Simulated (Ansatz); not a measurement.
Al$_{8}$HO: geometry relaxation (part 1 of 2)

- system: Al$_{8}$HO (slab, 10 atoms in the cell)
- method: DFT PBEsol, scalar-relativistic, plane waves, PAW, no spin polarisation (Ansatz 0.2.0)

The structure derives from a Materials Project entry. The input holds or restrains some coordinates. Forces given for the steps count only the free coordinates. It belongs to a series of runs on one base structure; here: OH put at a top Al site.

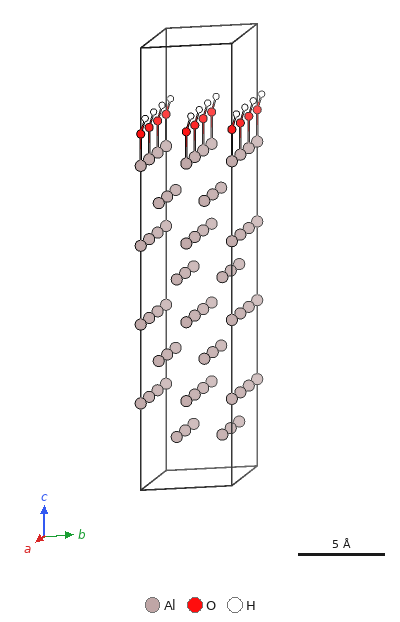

The structure as given in the input (ball-and-stick view of the 3 × 2 repeat of the cell, with the vacuum cut short, seen slightly off an axis). An atom can appear more than once, as a periodic image.

## The input
```yaml
crystal:
  lattice:
    - [2.8362844922, 0.0, 0.0]
    - [-1.4181422461, 2.4562944226, 0.0]
    - [0.0, 0.0, 36.1937615421]
  atoms:
    - { symbol: Al, position: [0.3333333333, 0.6666666667, 0.2348471018] }
    - { symbol: Al, position: [0.0, 0.0, 0.2992376836] }
    - { symbol: Al, position: [0.6666666667, 0.3333333333, 0.3636282653] }
    - { symbol: Al, position: [0.0, 0.0, 0.4280188471] }
    - { symbol: Al, position: [0.3333333333, 0.6666666667, 0.4918984047] }
    - { symbol: Al, position: [0.0, 0.0, 0.5565679947] }
    - { symbol: Al, position: [0.6666666667, 0.3333333333, 0.6213095404] }
    - { symbol: Al, position: [0.0, 0.0, 0.6870105253] }
    - { symbol: O, position: [0.0, 0.0, 0.7389531784] }
    - { symbol: H, position: [-0.0787222856, 0.0840950951, 0.7632667607] }
basis:
  ecutwfc: 420
kpoints:
  mp_grid: { grid: [12, 12, 1] }
hamiltonian:
  xc: pbesol
scf:
  occupations: { method: gaussian, width: 0.1 }
output:
  forces: true
  eigenvalues: true
  write_density: true
  write_potential: true
  elf: true
  volumetric_format: npy
relax:
  adjacent_minimum: "off"
  f_tol: 0.03
  max_steps: 70
  constraints: [{ sites: [0, 1, 2, 3] }]
efield:
  axis: 3
  dipole_correction: true
  ramp_width: 0.04
```

Run on 2 threads of Intel Xeon @ 2.70GHz, 189 GiB of memory available, shared host.

Command:
```bash
ansatz run input.yaml --threads 2 --pin off --max-ram 5120MiB --backend cpu --events-out ev --progress --plain --runs-dir out
```

## Log
```
Engine: ansatz 0.2.0, x86_64-unknown-linux-gnu
Pseudopotentials: kind: paw
Pseudopotential: Al, paw, valence charge 3, recommended cutoff 420 eV (normal), Al.paw.azcp
Pseudopotential: O, paw, valence charge 6, recommended cutoff 420 eV (normal), O.paw.azcp
Pseudopotential: H, paw, valence charge 1, recommended cutoff 420 eV (normal), H.paw.azcp
Functional definition: PBEsol
  exchange = pbesol_x
  correlation = pbesol_c
Crystal: 10 atoms, lattice volume = 252.153 Å³
Basis set: ecut = 420 eV, 4957 PW (Γ), exchange–correlation on 40×40×486 points (8 copies of the dense FFT grid, shifted against one another)
Bands: 26, of which v1, the nominal top of the filled ones, is band 16 counted from 1 (15 counted from 0)
Symmetry: 1 space group operations
Space group: P1 (ITA 1), of the structure as read, at distance tolerance 6.3e-5 Å
k-points: 74 of 144 (time reversal used)
Non-local potential: Al, projectors of the file, l = 0: 2, l = 1: 2, l = 2: 1
Non-local potential: O, projectors of the file, l = 0: 2, l = 1: 2, l = 2: 1
Non-local potential: H, projectors of the file, l = 0: 2, l = 1: 1
PAW form: soft (Blöchl's): semilocal exchange-correlation on the pseudo side does not see the compensation charge
PAW frozen core: Al, regenerated for the run's functional, and the local potential with it (the file was generated under x = pbe(κ = 0.804, μ = 0.2195149727645171), c = pbe(β = 0.06672455060314922))
PAW frozen core: O, regenerated for the run's functional, and the local potential with it (the file was generated under x = pbe(κ = 0.804, μ = 0.2195149727645171), c = pbe(β = 0.06672455060314922))
PAW one-centre angular grid: Al, 110 points (default); XC on 64 Gauss nodes
PAW one-centre angular grid: O, 110 points (default); XC on 64 Gauss nodes
PAW one-centre angular grid: H, 110 points (default); XC on 64 Gauss nodes
Initial density: superposition of atomic densities (neutral atoms: chi_scale 0, normalization atom), corrected by the library's trained network
Initial wavefunctions: pseudopotential atomic-orbital guess
Functional: x = pbesol(κ = 0.804, μ = 0.12345679012345678), c = pbesol(β = 0.046)
SCF iter   1: F=—  HF=-4771.710077 eV  |F-HF|=—  |Δ(HF+E_count)|=         —  Δρ=4.47e-3  dr2=4.31e0  ethr=1.77e-3  p=0.049 e·Å  D=3.53e-2 V/Å  ΔV_dip=-1.28 eV  dr2_dipole=4.24e0  V_vac-E_F(+/−)=2.99/4.27 eV  ⟨swp⟩=10.2  Hψ=13696  notcnv=0  defer=16
efield: sawtooth ramp at fractional position 0.9791 (placed from the atoms, in the widest stretch of the axis that holds none; the zero of the levels goes with the place), width 0.0400; the density the first Hamiltonian is built on has a dipole p = 0.049 e·Å; the dipole correction subtracts the counter field D = 3.53e-2 V/Å, which shifts the + side's vacuum level by -1.28 eV against the − side's; the planar-averaged density in the ramp window peaks in size at 1.2e-5 e/Å³
preconditioner: auto → LDOS  [metal: Δε(μ)=0.011 eV  Ē_g=7.196 eV  σ=0.100 eV  W_gap=0.06  n_scr=22 (ndim 8)  ℏωp=12.6 eV  f_vac=0.384  D(μ)=3.69/eV (n_scr^D=18)  β→1.0]
SCF iter   2: F=—  HF=-4771.713642 eV  |F-HF|=—  |Δ(HF+E_count)|=   3.56e-3  Δρ=1.57e-2  dr2=8.60e0  ethr=1.77e-3  p=-0.014 e·Å  D=-1.02e-2 V/Å  ΔV_dip=0.37 eV  dr2_dipole=6.43e0  V_vac-E_F(+/−)=4.25/3.88 eV  ⟨swp⟩=2.0  Hψ=2848  notcnv=0  defer=144
SCF iter   3: F=—  HF=-4771.636770 eV  |F-HF|=—  |Δ(HF+E_count)|=   7.69e-2  Δρ=1.94e-3  dr2=8.58e-2  ethr=1.77e-3  p=0.010 e·Å  D=6.94e-3 V/Å  ΔV_dip=-0.25 eV  dr2_dipole=5.50e-2  V_vac-E_F(+/−)=3.81/4.06 eV  ⟨swp⟩=1.3  Hψ=2452  notcnv=0  defer=134
SCF iter   4: F=—  HF=-4771.635832 eV  |F-HF|=—  |Δ(HF+E_count)|=   9.38e-4  Δρ=1.27e-3  dr2=3.99e-2  ethr=2.77e-4  p=0.014 e·Å  D=9.74e-3 V/Å  ΔV_dip=-0.35 eV  dr2_dipole=2.78e-2  V_vac-E_F(+/−)=3.70/4.06 eV  ⟨swp⟩=1.2  Hψ=2038  notcnv=0  defer=165
SCF iter   5: F=—  HF=-4771.635536 eV  |F-HF|=—  |Δ(HF+E_count)|=   2.96e-4  Δρ=6.05e-4  dr2=9.34e-3  ethr=1.29e-4  p=0.014 e·Å  D=1.00e-2 V/Å  ΔV_dip=-0.36 eV  dr2_dipole=6.61e-3  V_vac-E_F(+/−)=3.70/4.06 eV  ⟨swp⟩=1.0  Hψ=1654  notcnv=0  defer=165
SCF iter   6: F=—  HF=-4771.635485 eV  |F-HF|=—  |Δ(HF+E_count)|=   5.09e-5  Δρ=3.37e-5  dr2=2.87e-5  ethr=3.01e-5  p=0.015 e·Å  D=1.05e-2 V/Å  ΔV_dip=-0.38 eV  dr2_dipole=1.80e-5  V_vac-E_F(+/−)=3.68/4.06 eV  ⟨swp⟩=1.2  Hψ=1734  notcnv=0  defer=165
SCF iter   7: F=-4771.635488 eV  HF=-4771.635492 eV  |F-HF|=4.77e-6  |Δ(HF+E_count)|=   7.13e-6  Δρ=2.21e-5  dr2=4.24e-6  ethr=7.26e-8  p=0.015 e·Å  D=1.05e-2 V/Å  ΔV_dip=-0.38 eV  dr2_dipole=9.73e-7  V_vac-E_F(+/−)=3.68/4.06 eV  ⟨swp⟩=23.8  Hψ=22503  notcnv=0
SCF 1 converged in 7 iterations: F = -4771.635488 eV  dr2 = 4.24e-6
  Residual-converged pass: ⟨swp⟩=1.2  Hψ=2234  notcnv=0  max |occ|·‖R‖ = 7.1e-9 eV (tolerance 1.0e-8 eV)  dr2=4.24e-6  dr2_onsite=4.70e-8  max |Δocc| = 2.0e-10
  greatest PAW one-centre occupation: 0.858 electrons in one spin orbital (limit 2), on the O atom at site 8 (counted from 0), in its partial waves of l = 0
relax step   1: F+E_penalty+E_count = -4771.63548755 eV  Δ(F+E_penalty+E_count) = +0.000e0 eV  max|allowed force component| = 3.123e0 eV/Å  Δτ_max = 0.0000 Å  (7 SCF iters, dr2 threshold 2.25e-5 eV, accepted)
Initial density: handed on by an earlier stage of this run
Initial wavefunctions: those handed on with the density
iter 1 solved again at ethr=3.88e-4 eV; its pass at ethr=3.10e-3 eV (dr2=1.20e-1 eV) is discarded
SCF iter   1: F=—  HF=-4772.067758 eV  |F-HF|=—  |Δ(HF+E_count)|=         —  Δρ=7.51e-3  dr2=1.21e-1  ethr=3.88e-4  p=0.015 e·Å  D=1.05e-2 V/Å  ΔV_dip=-0.38 eV  dr2_dipole=3.40e-2  V_vac-E_F(+/−)=3.67/4.05 eV  ⟨swp⟩=1.9  Hψ=9350  notcnv=0  defer=278
efield: sawtooth ramp at fractional position 0.9791 (handed on by an earlier solve), width 0.0400; the density the first Hamiltonian is built on has a dipole p = 0.015 e·Å; the dipole correction subtracts the counter field D = 1.05e-2 V/Å, which shifts the + side's vacuum level by -0.38 eV against the − side's; the planar-averaged density in the ramp window peaks in size at 1.1e-6 e/Å³
preconditioner: auto → LDOS  [metal: Δε(μ)=0.024 eV  Ē_g=7.270 eV  σ=0.100 eV  W_gap=0.13  n_scr=22 (ndim 8)  ℏωp=12.6 eV  f_vac=0.387  D(μ)=3.42/eV (n_scr^D=18)  β→1.0]
SCF iter   2: F=—  HF=-4772.088317 eV  |F-HF|=—  |Δ(HF+E_count)|=   2.06e-2  Δρ=3.93e-3  dr2=7.68e-2  ethr=3.88e-4  p=0.036 e·Å  D=2.60e-2 V/Å  ΔV_dip=-0.94 eV  dr2_dipole=2.85e-3  V_vac-E_F(+/−)=3.12/4.06 eV  ⟨swp⟩=3.1  Hψ=3855  notcnv=0  defer=269
SCF iter   3: F=—  HF=-4772.065737 eV  |F-HF|=—  |Δ(HF+E_count)|=   2.26e-2  Δρ=1.34e-3  dr2=4.48e-3  ethr=2.48e-4  p=0.007 e·Å  D=4.71e-3 V/Å  ΔV_dip=-0.17 eV  dr2_dipole=5.55e-5  V_vac-E_F(+/−)=3.88/4.05 eV  ⟨swp⟩=2.3  Hψ=3306  notcnv=0  defer=271
SCF iter   4: F=—  HF=-4772.064678 eV  |F-HF|=—  |Δ(HF+E_count)|=   1.06e-3  Δρ=2.49e-4  dr2=1.90e-4  ethr=1.44e-5  p=0.010 e·Å  D=6.85e-3 V/Å  ΔV_dip=-0.25 eV  dr2_dipole=2.45e-6  V_vac-E_F(+/−)=3.80/4.05 eV  ⟨swp⟩=2.0  Hψ=2981  notcnv=0  defer=271
SCF iter   5: F=-4772.064649 eV  HF=-4772.064649 eV  |F-HF|=4.08e-7  |Δ(HF+E_count)|=   2.83e-5  Δρ=4.31e-5  dr2=5.22e-6  ethr=3.23e-7  p=0.010 e·Å  D=6.88e-3 V/Å  ΔV_dip=-0.25 eV  dr2_dipole=4.73e-8  V_vac-E_F(+/−)=3.80/4.05 eV  ⟨swp⟩=20.9  Hψ=21723  notcnv=0
SCF 2 converged in 5 iterations: F = -4772.064649 eV  dr2 = 5.22e-6
  greatest PAW one-centre occupation: 0.859 electrons in one spin orbital (limit 2), on the O atom at site 8 (counted from 0), in its partial waves of l = 0
relax step   2: F+E_penalty+E_count = -4772.06464889 eV  Δ(F+E_penalty+E_count) = -4.292e-1 eV  max|allowed force component| = 2.088e0 eV/Å  Δτ_max = 0.1943 Å  (5 SCF iters, dr2 threshold 1.00e-4 eV, accepted)
[... from here on the SCF iterations and repeated set-up lines of each step are left out, up to the last step ...]
SCF 3 converged in 5 iterations: F = -4772.304116 eV  dr2 = 3.65e-5
relax step   3: F+E_penalty+E_count = -4772.30411605 eV  Δ(F+E_penalty+E_count) = -2.395e-1 eV  max|allowed force component| = 2.540e0 eV/Å  Δτ_max = 0.1946 Å  (5 SCF iters, dr2 threshold 1.00e-4 eV, accepted)
SCF 4 converged in 5 iterations: F = -4772.441940 eV  dr2 = 7.51e-6
relax step   4: F+E_penalty+E_count = -4772.44194025 eV  Δ(F+E_penalty+E_count) = -1.378e-1 eV  max|allowed force component| = 9.709e-1 eV/Å  Δτ_max = 0.1945 Å  (5 SCF iters, dr2 threshold 1.00e-4 eV, accepted)
SCF 5 converged in 5 iterations: F = -4772.507149 eV  dr2 = 5.66e-6
relax step   5: F+E_penalty+E_count = -4772.50714924 eV  Δ(F+E_penalty+E_count) = -6.521e-2 eV  max|allowed force component| = 4.723e-1 eV/Å  Δτ_max = 0.2000 Å  (5 SCF iters, dr2 threshold 1.00e-4 eV, accepted)
SCF 6 converged in 5 iterations: F = -4772.534052 eV  dr2 = 2.00e-6
relax step   6: F+E_penalty+E_count = -4772.53405230 eV  Δ(F+E_penalty+E_count) = -2.690e-2 eV  max|allowed force component| = 1.854e-1 eV/Å  Δτ_max = 0.1915 Å  (5 SCF iters, dr2 threshold 3.26e-5 eV, accepted)
SCF 7 converged in 7 iterations: F = -4772.537050 eV  dr2 = 1.15e-8
relax step   7: F+E_penalty+E_count = -4772.53704983 eV  Δ(F+E_penalty+E_count) = -2.998e-3 eV  max|allowed force component| = 1.931e-1 eV/Å  Δτ_max = 0.1420 Å  (7 SCF iters, dr2 threshold 5.30e-6 eV, accepted)
SCF 8 converged in 6 iterations: F = -4772.539731 eV  dr2 = 1.79e-7
relax step   8: F+E_penalty+E_count = -4772.53973148 eV  Δ(F+E_penalty+E_count) = -2.682e-3 eV  max|allowed force component| = 7.315e-2 eV/Å  Δτ_max = 0.0485 Å  (6 SCF iters, dr2 threshold 5.75e-6 eV, accepted)
SCF 9 converged in 8 iterations: F = -4772.543762 eV  dr2 = 2.13e-10
relax step   9: F+E_penalty+E_count = -4772.54376248 eV  Δ(F+E_penalty+E_count) = -4.031e-3 eV  max|allowed force component| = 8.500e-2 eV/Å  Δτ_max = 0.0814 Å  (8 SCF iters, accepted)
SCF 10 converged in 7 iterations: F = -4772.560752 eV  dr2 = 7.39e-9
relax step  10: F+E_penalty+E_count = -4772.56075223 eV  Δ(F+E_penalty+E_count) = -1.699e-2 eV  max|allowed force component| = 3.947e-1 eV/Å  Δτ_max = 0.1931 Å  (7 SCF iters, dr2 threshold 1.04e-6 eV, accepted)
SCF 11 converged in 5 iterations: F = -4772.608211 eV  dr2 = 5.16e-6
relax step  11: F+E_penalty+E_count = -4772.60821107 eV  Δ(F+E_penalty+E_count) = -4.746e-2 eV  max|allowed force component| = 2.018e-1 eV/Å  Δτ_max = 0.1944 Å  (5 SCF iters, dr2 threshold 1.00e-4 eV, accepted)
SCF 12 converged in 5 iterations: F = -4772.659171 eV  dr2 = 9.02e-6
relax step  12: F+E_penalty+E_count = -4772.65917125 eV  Δ(F+E_penalty+E_count) = -5.096e-2 eV  max|allowed force component| = 3.007e-1 eV/Å  Δτ_max = 0.1940 Å  (5 SCF iters, dr2 threshold 1.06e-5 eV, accepted)
SCF 13 converged in 5 iterations: F = -4772.708886 eV  dr2 = 1.31e-5
relax step  13: F+E_penalty+E_count = -4772.70888613 eV  Δ(F+E_penalty+E_count) = -4.971e-2 eV  max|allowed force component| = 3.118e-1 eV/Å  Δτ_max = 0.1945 Å  (5 SCF iters, dr2 threshold 2.36e-5 eV, accepted)
SCF 14 converged in 5 iterations: F = -4772.769199 eV  dr2 = 1.21e-5
relax step  14: F+E_penalty+E_count = -4772.76919914 eV  Δ(F+E_penalty+E_count) = -6.031e-2 eV  max|allowed force component| = 2.337e-1 eV/Å  Δτ_max = 0.1948 Å  (5 SCF iters, dr2 threshold 9.72e-5 eV, accepted)
SCF 15 converged in 5 iterations: F = -4772.823402 eV  dr2 = 1.43e-6
relax step  15: F+E_penalty+E_count = -4772.82340159 eV  Δ(F+E_penalty+E_count) = -5.420e-2 eV  max|allowed force component| = 4.290e-1 eV/Å  Δτ_max = 0.1951 Å  (5 SCF iters, dr2 threshold 3.07e-5 eV, accepted)
SCF 16 converged in 5 iterations: F = -4772.842668 eV  dr2 = 1.86e-6
relax step  16: F+E_penalty+E_count = -4772.84266756 eV  Δ(F+E_penalty+E_count) = -1.927e-2 eV  max|allowed force component| = 3.858e-1 eV/Å  Δτ_max = 0.2000 Å  (5 SCF iters, dr2 threshold 1.00e-4 eV, accepted)
SCF 17 converged in 4 iterations: F = -4772.851905 eV  dr2 = 1.54e-5
relax step  17: F+E_penalty+E_count = -4772.85190523 eV  Δ(F+E_penalty+E_count) = -9.238e-3 eV  max|allowed force component| = 3.466e-2 eV/Å  Δτ_max = 0.1133 Å  (4 SCF iters, dr2 threshold 1.00e-4 eV, accepted)
SCF 18 converged in 4 iterations: F = -4772.851912 eV  dr2 = 7.01e-9
relax step  18: F+E_penalty+E_count = -4772.85191247 eV  Δ(F+E_penalty+E_count) = -7.242e-6 eV  max|allowed force component| = 3.222e-2 eV/Å  Δτ_max = 0.0000 Å  (4 SCF iters, accepted)
SCF 19 converged in 8 iterations: F = -4772.855536 eV  dr2 = 8.47e-11
relax step  19: F+E_penalty+E_count = -4772.85553576 eV  Δ(F+E_penalty+E_count) = -3.623e-3 eV  max|allowed force component| = 6.567e-2 eV/Å  Δτ_max = 0.1469 Å  (8 SCF iters, accepted)
SCF 20 converged in 7 iterations: F = -4772.857683 eV  dr2 = 2.64e-9
relax step  20: F+E_penalty+E_count = -4772.85768331 eV  Δ(F+E_penalty+E_count) = -2.148e-3 eV  max|allowed force component| = 5.212e-2 eV/Å  Δτ_max = 0.1890 Å  (7 SCF iters, dr2 threshold 3.73e-6 eV, accepted)
SCF 21 converged in 8 iterations: F = -4772.854143 eV  dr2 = 3.92e-10
relax step  21: F+E_penalty+E_count = -4772.85414331 eV  Δ(F+E_penalty+E_count) = +3.540e-3 eV  max|allowed force component| = 1.956e-1 eV/Å  Δτ_max = 0.1603 Å  (8 SCF iters, dr2 threshold 1.71e-6 eV, rejected (line search))
SCF iter   1: F=—  HF=-4772.873283 eV  |F-HF|=—  |Δ(HF+E_count)|=         —  Δρ=6.47e-3  dr2=7.00e-2  ethr=1.75e-3  p=0.084 e·Å  D=6.02e-2 V/Å  ΔV_dip=-2.18 eV  dr2_dipole=4.64e-3  V_vac-E_F(+/−)=1.93/4.11 eV  ⟨swp⟩=3.7  Hψ=6535  notcnv=0  defer=267
efield: sawtooth ramp at fractional position 0.9791 (handed on by an earlier solve), width 0.0400; the density the first Hamiltonian is built on has a dipole p = 0.084 e·Å; the dipole correction subtracts the counter field D = 6.02e-2 V/Å, which shifts the + side's vacuum level by -2.18 eV against the − side's; the planar-averaged density in the ramp window peaks in size at 2.8e-7 e/Å³
preconditioner: auto → LDOS  [metal: Δε(μ)=0.010 eV  Ē_g=7.862 eV  σ=0.100 eV  W_gap=0.05  n_scr=22 (ndim 8)  ℏωp=12.6 eV  f_vac=0.402  D(μ)=3.23/eV (n_scr^D=16)  β→1.0]
SCF iter   2: F=—  HF=-4772.861275 eV  |F-HF|=—  |Δ(HF+E_count)|=   1.20e-2  Δρ=1.63e-3  dr2=2.90e-2  ethr=2.26e-4  p=0.083 e·Å  D=5.95e-2 V/Å  ΔV_dip=-2.15 eV  dr2_dipole=1.49e-2  V_vac-E_F(+/−)=1.97/4.12 eV  ⟨swp⟩=2.0  Hψ=3612  notcnv=0  defer=281
SCF iter   3: F=—  HF=-4772.858536 eV  |F-HF|=—  |Δ(HF+E_count)|=   2.74e-3  Δρ=2.01e-4  dr2=1.22e-3  ethr=9.37e-5  p=0.084 e·Å  D=6.02e-2 V/Å  ΔV_dip=-2.18 eV  dr2_dipole=7.48e-4  V_vac-E_F(+/−)=1.93/4.11 eV  ⟨swp⟩=2.1  Hψ=2128  notcnv=0  defer=281
SCF iter   4: F=—  HF=-4772.858631 eV  |F-HF|=—  |Δ(HF+E_count)|=   9.50e-5  Δρ=1.55e-4  dr2=5.99e-5  ethr=3.92e-6  p=0.083 e·Å  D=5.96e-2 V/Å  ΔV_dip=-2.16 eV  dr2_dipole=3.80e-6  V_vac-E_F(+/−)=1.95/4.11 eV  ⟨swp⟩=2.2  Hψ=2480  notcnv=0  defer=281
SCF iter   5: F=—  HF=-4772.858686 eV  |F-HF|=—  |Δ(HF+E_count)|=   5.52e-5  Δρ=5.98e-5  dr2=8.54e-6  ethr=1.93e-7  p=0.084 e·Å  D=6.01e-2 V/Å  ΔV_dip=-2.17 eV  dr2_dipole=5.25e-7  V_vac-E_F(+/−)=1.94/4.11 eV  ⟨swp⟩=2.1  Hψ=2933  notcnv=0  defer=279
SCF iter   6: F=—  HF=-4772.858684 eV  |F-HF|=—  |Δ(HF+E_count)|=   2.12e-6  Δρ=7.21e-6  dr2=2.39e-7  ethr=2.76e-8  p=0.084 e·Å  D=5.99e-2 V/Å  ΔV_dip=-2.17 eV  dr2_dipole=1.21e-8  V_vac-E_F(+/−)=1.94/4.11 eV  ⟨swp⟩=2.2  Hψ=2586  notcnv=0  defer=279
iter 7 did not close the SCF: its close was put off until two iterations running show no level that it waits for move by more than its bar (scf_convergence_deferred on its scf_iter line)
SCF iter   7: F=-4772.858684 eV  HF=-4772.858684 eV  |F-HF|=1.10e-8  |Δ(HF+E_count)|=   9.19e-8  Δρ=2.30e-6  dr2=1.61e-8  ethr=3.23e-10  p=0.084 e·Å  D=5.99e-2 V/Å  ΔV_dip=-2.17 eV  dr2_dipole=4.23e-9  V_vac-E_F(+/−)=1.94/4.11 eV  ⟨swp⟩=20.0  Hψ=17650  notcnv=0
iter 8 did not close the SCF: its close was put off until two iterations running show no level that it waits for move by more than its bar (scf_convergence_deferred on its scf_iter line)
SCF iter   8: F=-4772.858684 eV  HF=-4772.858684 eV  |F-HF|=5.68e-10  |Δ(HF+E_count)|=   2.39e-8  Δρ=3.85e-7  dr2=5.47e-10  ethr=5.20e-11  p=0.084 e·Å  D=5.99e-2 V/Å  ΔV_dip=-2.17 eV  dr2_dipole=6.05e-11  V_vac-E_F(+/−)=1.94/4.11 eV  ⟨swp⟩=9.1  Hψ=12181  notcnv=0
SCF iter   9: F=-4772.858684 eV  HF=-4772.858684 eV  |F-HF|=2.55e-11  |Δ(HF+E_count)|=  8.81e-10  Δρ=9.36e-8  dr2=3.29e-11  ethr=1.76e-12  p=0.084 e·Å  D=5.99e-2 V/Å  ΔV_dip=-2.17 eV  dr2_dipole=1.22e-15  V_vac-E_F(+/−)=1.94/4.11 eV  ⟨swp⟩=6.3  Hψ=10277  notcnv=0
SCF 22 converged in 9 iterations: F = -4772.858684 eV  dr2 = 3.29e-11
relax step  22: F+E_penalty+E_count = -4772.85868393 eV  Δ(F+E_penalty+E_count) = -1.001e-3 eV  max|allowed force component| = 1.687e-2 eV/Å  Δτ_max = 0.0670 Å  (9 SCF iters, accepted)
```

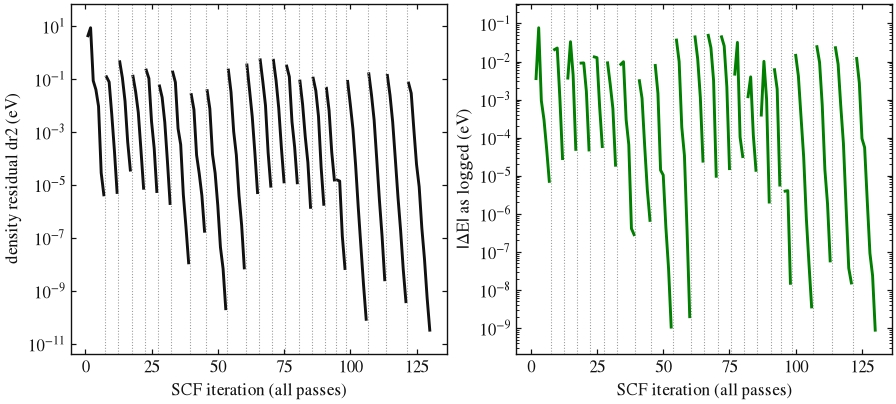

Convergence of the self-consistent field: density residual dr2 and size of the energy change against the SCF iteration. The dotted lines part the SCF passes of the relaxation: geometry steps, rejected trials and re-solves on a re-selected basis. The 22 passes take 4 to 9 iterations each, 130 in all.

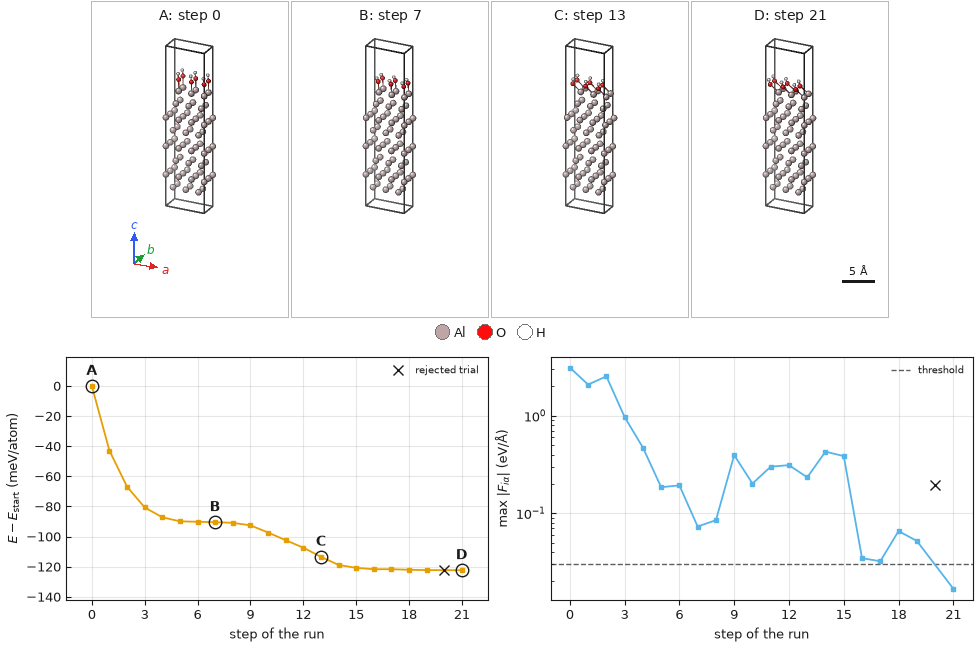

Frames of the restrained relaxation (ball-and-stick view of the 3 × 2 repeat of the cell, with the vacuum cut short, seen slightly off an axis) above the curves, on which the letters mark them (the first geometry is step 0 here and step 1 in the log).
